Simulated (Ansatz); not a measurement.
System: PbO, space group Fm-3m (No. 225) (one of a set of cubic test structures, which need not be the stable phase).

One of the inputs:
```
crystal:
  lattice:
    - [0.0, 2.615495782951, 2.615495782951]
    - [2.615495782951, 0.0, 2.615495782951]
    - [2.615495782951, 2.615495782951, 0.0]
  atoms:
    - { symbol: Pb, position: [0, 0, 0] }
    - { symbol: O, position: [0.5, 0.5, 0.5] }
kpoints:
  mp_grid: { grid: [11, 11, 11] }
hamiltonian:
  xc: r2scan
  pseudopotentials:
    kind: all_electron
    relativity: scalar
    datasets: crystal
    dataset_attempts: all
    nuclear_model: point
scf:
  occupations: { method: fermi_dirac, width: 0.1 }
  convergence: { dr2_threshold: "1e-9 eV" }
  max_iter: 300
output:
  forces: true
  stress: true
```

Run as:
```bash
ansatz run input.yaml --threads 1
```

Method: equation of state of a cubic crystal from periodic Kohn-Sham density functional theory without spin, third-order Birch-Murnaghan fit to the free energies; pressure corrected for the finite basis (Ansatz 0.2.0 development build). Level: r2SCAN, no spin-orbit coupling.

structure type rock salt; atoms in cell 2; space group number 225; lattice centring face-centred primitive; k mesh 11×11×11; occupation method Fermi–Dirac; occupation width 0.1 eV; wave cutoff 280 eV; datasets all-electron datasets; density tolerance 1e−09 eV; bands 14; density cutoff ratio 7; dirac inner shells no; nucleus point; search for lower states default.

What does the calculation give for the energy above the lowest point and pressure against volume? The volume takes the values 16.80, 17.34, 17.89, 18.44, 18.99 Å³/atom.

A third-order Birch–Murnaghan fit gives V0 = 17.74 Å³/atom, B0 = 98.4 GPa and B′ = 4.5. The energy above the lowest point is 16.5 meV/atom at volume 16.80 Å³/atom and 23.5 meV/atom at 18.99 Å³/atom; the lowest computed point is at volume 17.89 Å³/atom (0.0 meV/atom). The pressure falls from 6.1 GPa at volume 16.80 Å³/atom to −5.7 GPa at 18.99 Å³/atom, and changes sign near 17.75 Å³/atom.

| volume (Å³/atom) | energy above the lowest point (meV/atom) | pressure (GPa) |
| --- | --- | --- |
| 16.80 | 16.5 | 6.1 |
| 17.34 | 2.4 | 2.3 |
| 17.89 | 0.0 | −0.8 |
| 18.44 | 7.6 | −3.5 |
| 18.99 | 23.5 | −5.7 |

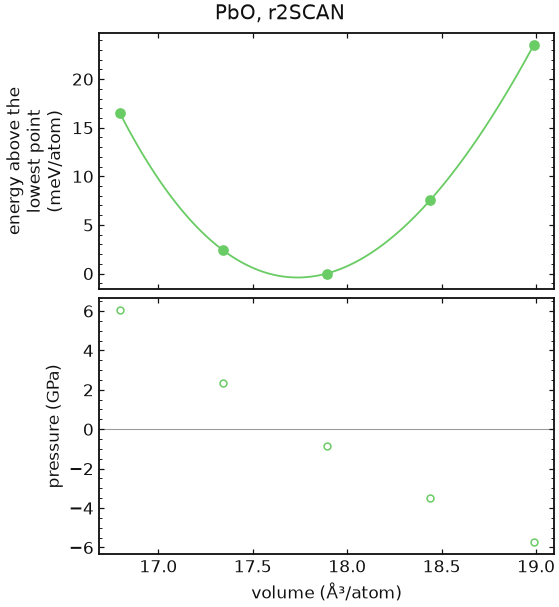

Note: cubic model structure, not the ambient form; modest k-mesh, values are not fully converged in k; no spin-orbit coupling with 6p elements.
